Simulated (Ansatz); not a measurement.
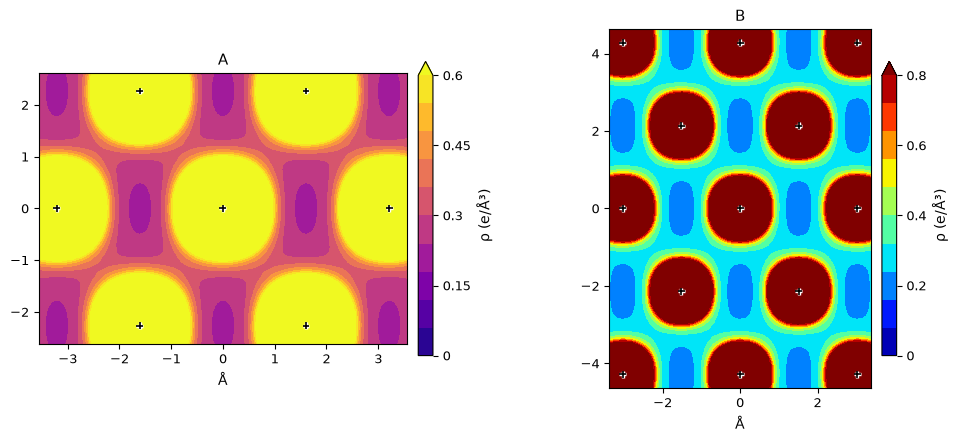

The valence electron density of 2 systems, each on a plane through atoms (crosses mark nuclei in the plane).

The calculation used Kohn-Sham DFT of a periodic cell, r2SCAN, Ansatz PAW in Ansatz 0.2.0.

System 1: Mo, the (011̄) plane of the conventional cell. Space group Im-3m; a structure from a database of computed crystals, not necessarily the ambient phase; computed pressure about −14 GPa in this cell.

```yaml
crystal:
  lattice:
    - [3.20930, 0.00000, 0.00000]
    - [0.00000, 3.20930, 0.00000]
    - [0.00000, 0.00000, 3.20930]
  atoms:
    - { symbol: Mo, position: [0.00000, 0.00000, 0.00000] }
    - { symbol: Mo, position: [0.50000, 0.50000, 0.50000] }
```

System 2: Cr, the (11̄0) plane of the conventional cell. Space group Im-3m; a structure from a database of computed crystals, not necessarily the ambient phase; computed pressure about −37 GPa in this cell; the program warned that a starting moment wasn't kept; spin-polarised, but the moments vanished.

```
Cr
1.0
     3.02713    0.00000    0.00000
     0.00000    3.02713    0.00000
     0.00000    0.00000    3.02713
Cr
2
Direct
  0.00000 0.00000 0.00000
  0.50000 0.50000 0.50000
```

### Which map belongs to which system?

Panel A is system 1, Mo: the plane holds Mo. Mo–Mo (2.78 Å): ρ is about 0.35 e/Å³ halfway. Panel B is system 2, Cr: the plane holds Cr. Cr–Cr (2.62 Å): ρ at the midpoint is about 0.3 e/Å³.
